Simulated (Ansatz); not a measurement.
**Sn4HO8: geometry relaxation (part 4 of 4)**

The same run, continued: Sn4HO8 (slab, 13 atoms in the cell); DFT PBEsol, scalar-relativistic, plane waves, PAW, spin-polarised (Ansatz 0.2.0); cutoff 420 eV, 8×6×1 k-mesh, Gaussian smearing of 0.05 eV, collinear spins. The structure derives from a Materials Project entry. The input holds or restrains some coordinates. Forces given for the steps count only the free coordinates. It belongs to a series of runs on one base structure; here: H put at a top O site.

Geometry of the input (Å; fractional positions):
```
3.2120  0.0000  0.0000
0.0000  4.7701  0.0000
0.0000  0.0000  28.0012
O  0.5000  0.1937  0.3036
Sn 0.0000  0.0000  0.3366
O  0.5000  0.8063  0.3696
O  0.0000  0.3063  0.3887
Sn 0.5000  0.5000  0.4217
O  0.0000  0.6937  0.4547
O  0.5000  0.1947  0.4742
Sn 0.0000  -0.0001  0.5070
O  0.5000  0.7961  0.5389
O  0.0000  0.2788  0.5625
Sn 0.5000  0.5126  0.5931
O  0.0000  0.6373  0.6306
H  0.0000  0.6373  0.6656
```

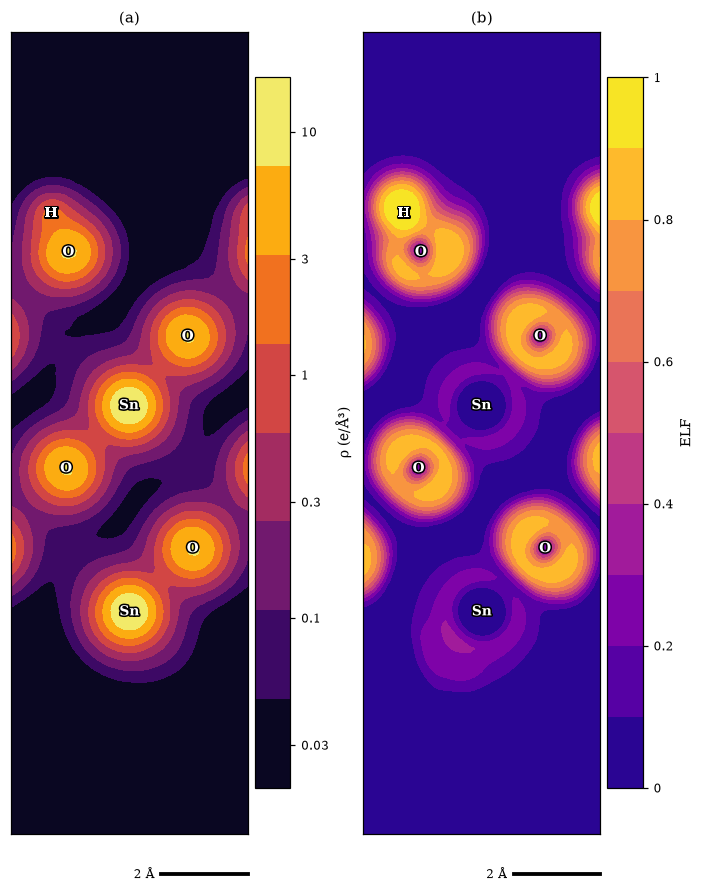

Fig. 1: (a) valence charge density (pseudo); (b) ELF on the (100) plane of the calculation cell, a cut from vacuum to vacuum. The section cuts through Sn, O and H sites. O–H (0.98 Å): ρ at the midpoint is about 3.6 e/Å³; the ELF climbs to about 1 towards the hydrogen (a covalent bond by its length). Sn–O (2.05 Å): ρ at the midpoint is about 0.68 e/Å³; the ELF is about 0.25 at the midpoint; no shared pair; the contact is polar. Sn–O (2.07 Å): ρ is about 0.64 e/Å³ halfway; the ELF is about 0.25 at the midpoint (a polar contact without a shared pair, in a metal). The density dies away to nearly zero in the vacuum.
